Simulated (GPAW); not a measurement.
GaN (P6_3mc): refractive index against wavelength

The refractive index of GaN (P6_3mc) along x below the direct gap (1.97 eV on the mesh) is read from one computed spectrum, n = √(Re ε). x, y and z are the Cartesian axes of the input cell.

Cell: a, b, c = 3.180, 3.180, 5.166 Å (primitive vectors), 4 atoms.

Method: GPAW 26.7.0, LDA, RPA, k-mesh 12×12×6, local fields up to 50 eV, Lorentzian half width 0.15 eV.

Launch of the response step: `OMP_NUM_THREADS=1 python df.py`. The run took 54 s, its band step included, on 1 thread of Arm Neoverse V2 (shared host).

| wavelength (nm) | photon energy E (eV) | n |
| --- | --- | --- |
| 3000 | 0.413 | 2.3962 |
| 2000 | 0.620 | 2.4035 |
| 1550 | 0.800 | 2.4128 |
| 1310 | 0.946 | ? |
| 1064 | 1.165 | 2.4419 |

In the single-oscillator model n² − 1 = E₀E_d/(E₀² − E²), so 1/(n² − 1) = E₀/E_d − E²/(E₀E_d) is linear in E².

Working, on the rows shown:

| x = E² (eV²) | y = 1/(n² − 1) |
| --- | --- |
| 0.170801 | 0.210892 |
| 0.384302 | 0.209345 |
| 0.639837 | 0.2074 |
| 1.35784 | 0.201496 |

Means: x̄ = 0.6382, ȳ = 0.20728. Σ(x − x̄)(y − ȳ) = -0.006374, Σ(x − x̄)² = 0.8008. Slope = -0.006374 / 0.8008 = -0.00796; intercept = ȳ − slope · x̄ = 0.21236. Turned back into n, the line misses the rows shown by at most 0.00063.

Problem. Fill in the last column of the withheld row.

Solution. At x = 0.89576 the line gives y = 0.20523, that is 2.4233. The run gave 2.4226, so the interpolation is off by 0.00073, 1.6 % of the range in the table.

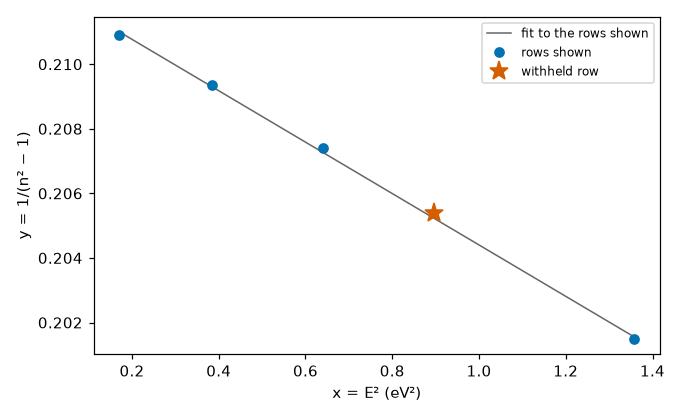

Refitted with all rows, the slope is -0.007924 and the intercept 0.21237. These give E₀ = √(intercept/−slope) = 5.18 eV and E_d = E₀/intercept = 24.4 eV; E₀ is 2.6 times the direct gap. The electronic limit at long wavelengths, without lattice vibrations, is n = √(1 + 1/intercept) = 2.389. The cell comes from an older database entry, whose edges can be off by a per cent or so. Excitons are left out; LDA gaps are as a rule too small. The values come from a sum over the points of one k-mesh and carry its error, which grows as the direct gap shrinks. Spin-orbit coupling is left out.
